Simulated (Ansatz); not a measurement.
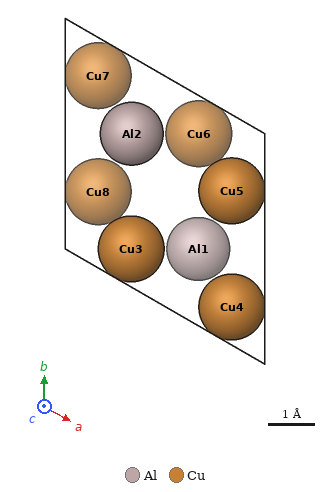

Figure 1. The structure as given in the input (spheres-only view of the cell of the calculation, along the c axis; atoms are numbered from 1 in the order of the input). An atom can appear more than once, as a periodic image.

Phonon calculation, with input and output: AlCu$_{3}$

System: AlCu$_{3}$ (P6₃/mmc, 8 atoms in the cell).
Method: DFT PBEsol, scalar-relativistic, plane waves, PAW, no spin polarisation (Ansatz 0.2.0).

The structure derives from a Materials Project entry. It belongs to a series of runs on one base structure; here: phonons at volume × 0.98. Figures and captions count atoms from 1; the log counts them from 0 in places.

## The program's output
```
band count auto-derived: 73 (N_el = 120.0; filled up to band 60; 72 by the electrons, moments and atoms)
zone centre: on kpoints.mp_grid the ground state, and the responses unless they are solved on pairs of k-points, stand on 370 of the mesh's 1152 k-points, reduced under 2 symmetry operations, with k and −k counted as one. Each operation leaves every solved displacement unchanged or reverses it
Engine: ansatz 0.2.0, x86_64-unknown-linux-gnu
Pseudopotentials: kind: paw
Pseudopotential: Al, paw, valence charge 3, recommended cutoff 420 eV (normal), Al.paw.azcp
Pseudopotential: Cu, paw, valence charge 19, recommended cutoff 420 eV (normal), Cu.paw.azcp
Functional definition: PBEsol
  exchange = pbesol_x
  correlation = pbesol_c
Crystal: 8 atoms, lattice volume = 93.807 Å³
Basis set: ecut = 420 eV, 1843 PW (Γ), exchange–correlation on 72×72×60 points (8 copies of the dense FFT grid, shifted against one another)
Bands: 73, of which v1, the nominal top of the filled ones, is band 60 counted from 1 (59 counted from 0)
Symmetry: 24 space group operations
k-points: 370 of 1152 (irreducible under 2 space group operations, time reversal used)
Non-local potential: Al, projectors of the file, l = 0: 2, l = 1: 2, l = 2: 1
Non-local potential: Cu, projectors of the file, l = 0: 3, l = 1: 2, l = 2: 3, l = 3: 1
PAW form: soft (Blöchl's): semilocal exchange-correlation on the pseudo side does not see the compensation charge
PAW frozen core: Al, regenerated for the run's functional, and the local potential with it (the file was generated under x = pbe(κ = 0.804, μ = 0.2195149727645171), c = pbe(β = 0.06672455060314922))
PAW frozen core: Cu, regenerated for the run's functional, and the local potential with it (the file was generated under x = pbe(κ = 0.804, μ = 0.2195149727645171), c = pbe(β = 0.06672455060314922))
PAW one-centre angular grid: Al, 110 points (default); XC on 64 Gauss nodes
PAW one-centre angular grid: Cu, 590 points (default); XC on 64 Gauss nodes
Initial density: superposition of atomic densities (neutral atoms: chi_scale 0, normalization atom), corrected by the library's trained network
Initial wavefunctions: pseudopotential atomic-orbital guess
Functional: x = pbesol(κ = 0.804, μ = 0.12345679012345678), c = pbesol(β = 0.046)
SCF iter   1: F=—  HF=-40583.440325 eV  |F-HF|=—  |Δ(HF+E_count)|=         —  Δρ=1.58e-2  dr2=1.18e-1  ethr=1.77e-3  ⟨swp⟩=5.3  Hψ=98015  notcnv=0  defer=233
preconditioner: auto → Kerker (q_TF=auto, 2.843 Å⁻¹)  [metal: Δε(μ)=0.010 eV  Ē_g=9.318 eV  σ=0.150 eV  W_gap=0.02  n_scr=32 (ndim 8)  ℏωp=32.5 eV  f_vac=0.001  D(μ)=2.50/eV (n_scr^D=20)]
SCF iter   2: F=—  HF=-40583.413457 eV  |F-HF|=—  |Δ(HF+E_count)|=   2.69e-2  Δρ=1.49e-3  dr2=1.50e-3  ethr=9.84e-5  ⟨swp⟩=2.0  Hψ=45631  notcnv=0  defer=471
SCF iter   3: F=—  HF=-40583.412272 eV  |F-HF|=—  |Δ(HF+E_count)|=   1.18e-3  Δρ=1.72e-3  dr2=1.72e-3  ethr=1.25e-6  ⟨swp⟩=2.3  Hψ=46328  notcnv=0  defer=471
SCF iter   4: F=—  HF=-40583.411719 eV  |F-HF|=—  |Δ(HF+E_count)|=   5.54e-4  Δρ=4.95e-4  dr2=1.94e-4  ethr=1.25e-6  ⟨swp⟩=2.7  Hψ=38242  notcnv=0  defer=471
SCF iter   5: F=—  HF=-40583.411668 eV  |F-HF|=—  |Δ(HF+E_count)|=   5.02e-5  Δρ=1.23e-4  dr2=2.49e-5  ethr=1.62e-7  ⟨swp⟩=2.0  Hψ=35947  notcnv=0  defer=471
SCF iter   6: F=—  HF=-40583.411658 eV  |F-HF|=—  |Δ(HF+E_count)|=   1.05e-5  Δρ=2.81e-5  dr2=1.74e-6  ethr=2.07e-8  ⟨swp⟩=2.0  Hψ=39273  notcnv=0  defer=471
SCF iter   7: F=—  HF=-40583.411655 eV  |F-HF|=—  |Δ(HF+E_count)|=   2.49e-6  Δρ=5.47e-6  dr2=3.39e-8  ethr=1.45e-9  ⟨swp⟩=2.0  Hψ=39579  notcnv=0  defer=471
SCF iter   8: F=—  HF=-40583.411655 eV  |F-HF|=—  |Δ(HF+E_count)|=   1.24e-8  Δρ=1.15e-6  dr2=9.82e-10  ethr=2.83e-11  ⟨swp⟩=2.0  Hψ=39629  notcnv=0  defer=471
SCF iter   9: F=—  HF=-40583.411655 eV  |F-HF|=—  |Δ(HF+E_count)|=  2.62e-10  Δρ=2.14e-7  dr2=2.85e-11  ethr=1.00e-12  ⟨swp⟩=1.6  Hψ=26869  notcnv=0  defer=471
SCF iter  10: F=-40583.411655 eV  HF=-40583.411655 eV  |F-HF|=7.28e-12  |Δ(HF+E_count)|=  7.28e-12  Δρ=3.22e-8  dr2=7.39e-13  ethr=1.00e-12  ⟨swp⟩=9.5  Hψ=132063  notcnv=0
SCF 1 converged in 10 iterations: F = -40583.411655 eV  dr2 = 7.39e-13
  greatest PAW one-centre occupation: 1.000 electrons in one spin orbital (limit 2), on the Cu atom at site 7 (counted from 0), in its partial waves of l = 0
```

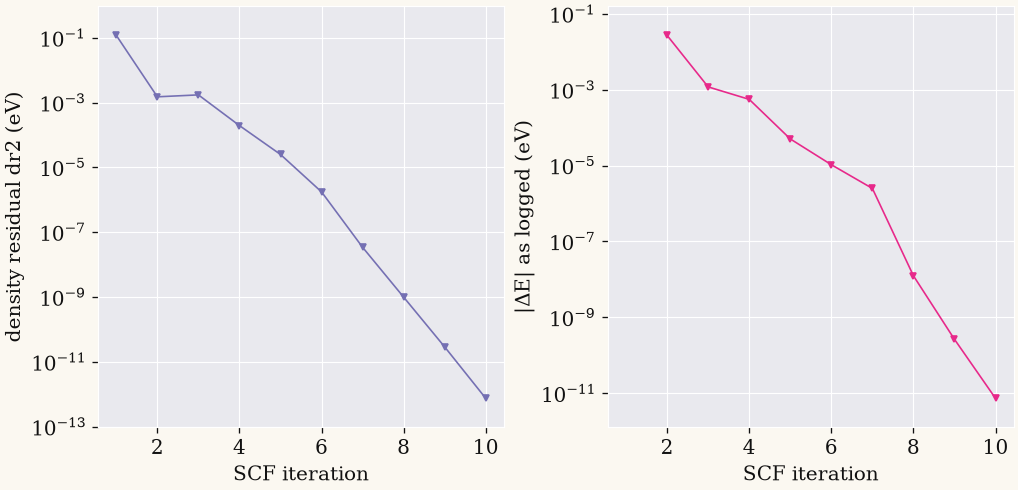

Figure 2. Convergence of the self-consistent field: density residual dr2 and size of the energy change against the SCF iteration. The residual falls almost steadily, with no more than small rises.

```
DFPT response loops at Γ: preconditioner auto → Kerker (q_TF=auto, 2.843 Å⁻¹) (partly filled bands, converged f_vac=0.001); β = 1.00, the filter's whole step (`scf.mixing.beta` (0.50) is not read by the response loops under this deck's `scf.mixing.preconditioner`; to damp them name `kerker` or `kerker_dos`, under which they read `scf.mixing.beta`, and type it under 1.00, their step now; both keys bind the ground state too); Broyden in place of MSR1
the response loops of the zone centre start from zero, take more passes and end by a threshold: the memory limit or budget leaves too little room for the subspace of the ground state's own states beside the solves, or none could be made (phonons.method)
SCF converged after 10 iterations
Free energy (F): -40583.411655 eV
Harris-Foulkes:  -40583.411655 eV  (|F-HF|=7.28e-12)
Internal energy: -40583.231113 eV  (E = F + TS)
E sigma→0 (E₀):  -40583.321384 eV
Entropy (-TS):   -0.180542 eV (-22.568 meV/atom)
Fermi energy:    15.828200 eV
--- Per-component energies (eV) ---
  E_band       = -2264.717773
  E_kinetic    = 1855.411446
  E_local      = -27733.363003  (includes V_loc(G=0)·N_el)
  E_nonlocal   = 2357.435447
  E_hartree    = 12349.967005
  E_xc         = -620.067058
  E_vxc        = -760.058682  (∫ρ·V_xc dr)
  E_paw        = -10656.752410  (= ΣΔE_a)
  E_vpaw       = -2684.078547  (= ΣTr[D̂ρ^β])
  E_aug_tail   = 0.001520  (compensation charges beyond the density's cutoff)
  E_ewald      = -18137.139551
  E_core_change = 1.275491  (= ΣΔE_core)
  E_smearing   = -0.180542  (= −TS)
  E_closure    = 0.000000  (closes the sum)
  Σ components = -40583.411655   (vs F -40583.411655, Δ=0.00e0)
--- Band table (eV; the first three rows and the last of 370) ---
  k-point 0: bands = ["-97.0970", "-97.0875", "-97.0875", "-97.0868", "-97.0824", "-97.0824", "-54.6568", "-54.6568", "-54.6558", "-54.6462", "-54.6462", "-54.6339", "-54.6283", "-54.6283", "-54.6202", "-54.6065", "-54.6034", "-54.5896", "-54.5896", "-54.5771", "-54.5435", "-54.5435", "-54.5396", "-54.5396", "4.8976", "9.3890", "10.5102", "10.5102", "10.6096", "10.6880", "10.7296", "11.0148", "11.0148", "11.3760", "11.3760", "11.4170", "11.4170", "12.0424", "12.0543", "12.0621", "12.1800", "12.1800", "12.3347", "12.3347", "12.7817", "12.7817", "12.8712", "12.8712", "13.0603", "13.0603", "13.0886", "13.0886", "13.1884", "13.5728", "13.6117", "13.6750", "13.9525", "14.5063", "14.5063", "15.0518", "15.7943", "15.7943", "17.5313", "20.6975", "21.6088", "21.6088", "21.6870", "21.6870", "22.7794", "23.0702", "23.0702", "24.0371", "24.5258"]
  k-point 1: bands = ["-97.0966", "-97.0873", "-97.0873", "-97.0872", "-97.0826", "-97.0826", "-54.6591", "-54.6591", "-54.6536", "-54.6481", "-54.6481", "-54.6329", "-54.6241", "-54.6241", "-54.6205", "-54.6076", "-54.6033", "-54.5895", "-54.5895", "-54.5792", "-54.5434", "-54.5434", "-54.5398", "-54.5398", "5.0376", "9.3026", "10.4586", "10.5440", "10.5440", "10.6532", "10.8083", "11.0181", "11.0181", "11.3428", "11.3428", "11.4303", "11.4303", "11.7337", "12.1114", "12.3351", "12.3351", "12.3887", "12.3887", "12.4299", "12.6965", "12.7659", "12.7659", "12.8156", "12.8156", "13.0877", "13.0877", "13.1210", "13.1210", "13.5204", "13.5970", "13.6718", "13.9865", "14.4236", "14.4236", "15.1084", "15.7405", "15.7405", "18.4145", "20.1374", "20.5798", "20.5798", "20.8485", "20.8485", "21.8392", "24.2635", "24.2635", "24.8674", "25.6376"]
  k-point 2: bands = ["-97.0955", "-97.0883", "-97.0867", "-97.0867", "-97.0831", "-97.0831", "-54.6626", "-54.6626", "-54.6529", "-54.6529", "-54.6473", "-54.6299", "-54.6215", "-54.6152", "-54.6152", "-54.6105", "-54.6029", "-54.5900", "-54.5900", "-54.5850", "-54.5430", "-54.5430", "-54.5402", "-54.5402", "5.4529", "8.9127", "10.1026", "10.4503", "10.6202", "10.6202", "10.9689", "10.9689", "11.1142", "11.3247", "11.3247", "11.5653", "11.5653", "11.5801", "12.1116", "12.2547", "12.3779", "12.3779", "12.6484", "12.7029", "12.7029", "12.7233", "12.7233", "12.8161", "12.8161", "13.0930", "13.0930", "13.2846", "13.2846", "13.3303", "13.6027", "13.6627", "14.1696", "14.1696", "14.1713", "15.1344", "15.5445", "15.5445", "19.2531", "19.3773", "19.3773", "19.6538", "19.6538", "20.1807", "20.6988", "25.8547", "25.8547", "26.5590", "27.6054"]
  k-point 369: bands = ["-97.0896", "-97.0896", "-97.0872", "-97.0872", "-97.0849", "-97.0849", "-54.6617", "-54.6617", "-54.6514", "-54.6514", "-54.6319", "-54.6319", "-54.6208", "-54.6208", "-54.6005", "-54.6005", "-54.5955", "-54.5955", "-54.5824", "-54.5824", "-54.5651", "-54.5651", "-54.5435", "-54.5435", "8.4252", "8.4252", "8.9335", "8.9335", "10.6940", "10.6940", "10.9232", "10.9232", "11.3746", "11.3746", "11.5954", "11.5954", "11.7308", "11.7308", "11.8778", "11.8778", "12.0450", "12.0450", "12.1679", "12.1679", "12.5979", "12.5979", "12.6422", "12.6422", "12.7467", "12.7467", "13.0110", "13.0110", "13.1232", "13.1232", "13.4633", "13.4633", "13.5066", "13.5066", "14.9034", "14.9034", "15.1803", "15.1803", "21.1817", "21.1817", "21.9471", "21.9471", "22.1846", "22.1846", "22.9703", "22.9703", "25.0476", "25.0476", "26.0963"]
--- Phonons (Γ-DFPT): 4 representative perturbations + reference, on 370 of 1152 k-points (Σ response iterations 34) ---
  k mesh reduced under 2 symmetry operations, with k and −k counted as one. Each operation leaves every solved displacement unchanged or reverses it
  ASR residual: 2.708e-4 → 0.000e0 eV/Å²; symmetrization residual: 1.479e-5 eV/Å²
  ASR residual per site (eV/Å²): 3.26e-5 3.26e-5 2.50e-4 2.50e-4 2.71e-4 2.50e-4 2.50e-4 2.71e-4
  Γ frequencies (cm⁻¹): 0.00 0.00 0.00 123.67 123.67 133.67 142.53 142.53 147.55 147.55 178.02 179.70 193.50 193.50 202.17 202.17 224.73 241.59 295.62 308.08 308.08 320.77 320.77 323.73
  non-analytic LO–TO correction: not included (Born effective charges unavailable; polar crystals: no LO–TO splitting at Γ)
```

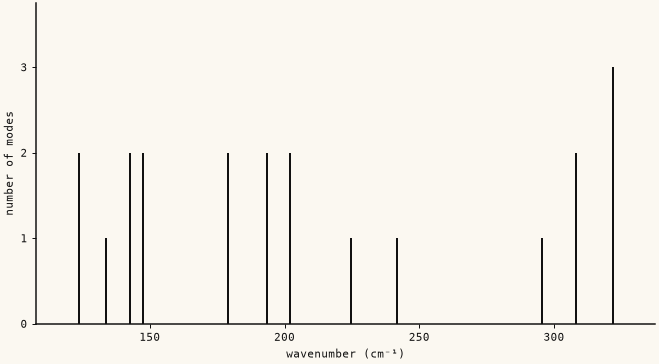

Figure 3. Optical phonons at the zone centre (no LO–TO term); neighbouring modes closer than 3 cm⁻¹ are counted in one stick. 21 modes from 124 to 324 cm⁻¹, none imaginary.

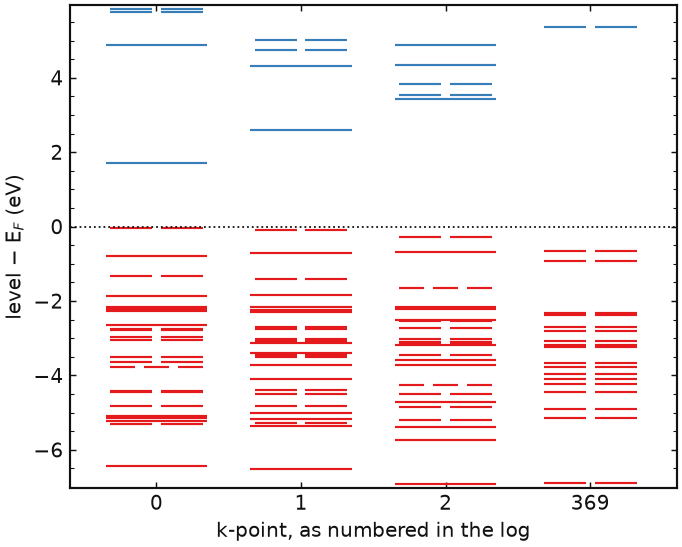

Figure 4. Kohn–Sham levels near the Fermi level (dotted) at the few k-points that the log prints; levels within 0.02 eV of each other stand side by side. The system is metallic on the full mesh.

This output came from the following input.

## Input
```yaml
crystal:
  lattice:
    - [5.1092963378, 0.0, 0.0]
    - [-2.5546481689, 4.424780424, 0.0]
    - [0.0, 0.0, 4.1493633246]
  atoms:
    - { symbol: Al, position: [0.6666666667, 0.3333333333, 0.25] }
    - { symbol: Al, position: [0.3333333333, 0.6666666667, 0.75] }
    - { symbol: Cu, position: [0.3306973191, 0.1653486595, 0.75] }
    - { symbol: Cu, position: [0.8346513405, 0.1653486595, 0.75] }
    - { symbol: Cu, position: [0.8346513405, 0.6693026809, 0.75] }
    - { symbol: Cu, position: [0.6693026809, 0.8346513405, 0.25] }
    - { symbol: Cu, position: [0.1653486595, 0.8346513405, 0.25] }
    - { symbol: Cu, position: [0.1653486595, 0.3306973191, 0.25] }
basis:
  ecutwfc: 420
kpoints:
  mp_grid: { grid: [12, 12, 8] }
hamiltonian:
  xc: pbesol
scf:
  occupations: { method: fermi_dirac, width: 0.15 }
output:
  eigenvalues: true
phonons:
  method: dfpt
  eigenvectors: true
```

Run as:
```bash
ansatz run input.yaml --threads 2 --pin off --max-ram 7168MiB --backend cpu --events-out ev --progress --plain --runs-dir out
```

## Results in brief

```tsv
quantity	value
outcome	converged
space group (tolerance 0.01 Å)	P6₃/mmc (194)
electrons treated	120
free energy	−40583.4117 eV
Fermi energy	15.828 eV
gap on the k-point mesh	none (metallic)
hardware	2 threads of Intel Xeon (Granite Rapids), 32 GiB of memory available, shared host
wall time	14 min (CPU time 27 min)
peak memory	5.2 GiB
```

## Notes

Results for this metal are sensitive to the k-point mesh.
